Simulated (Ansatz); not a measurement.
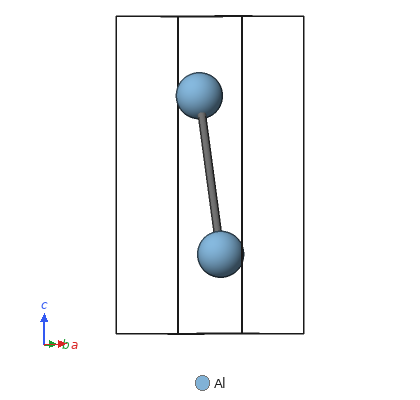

Al, space group P6_3/mmc (No. 194), a = 2.849 Å, b = 2.849 Å, c = 4.739 Å, α = 90.00°, β = 90.00°, γ = 120.00°. Origin: the end point of a relaxation at fixed volume with Ansatz, DFT PBE, spin-orbit coupling, plane waves, PAW; the starting structure was generated, so it need not be a known form of this composition. Forms under 0.4 % of the area are left out.

### What shape follows from the Bravais–Friedel–Donnay–Harker rule?

The forms computed, by share of the surface:

| form | faces | d (Å) | share of area (%) |
| --- | --- | --- | --- |
| {100} | 6 | 2.468 | 40.2 |
| {101} | 12 | 2.189 | 39.2 |
| {002} | 2 | 2.369 | 20.5 |

The crystal is roughly equant (blocky). Widths along a, b and c stand as 1.00 : 1.00 : 0.90.

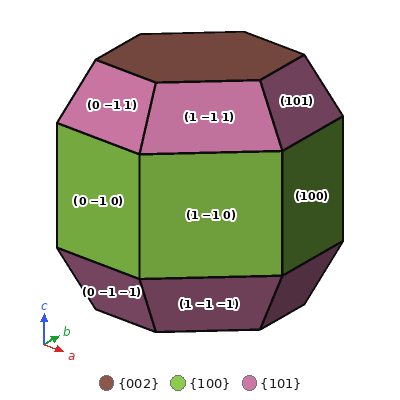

The computed shape, faces indexed. The rule is geometric and ignores bonding and growth conditions.
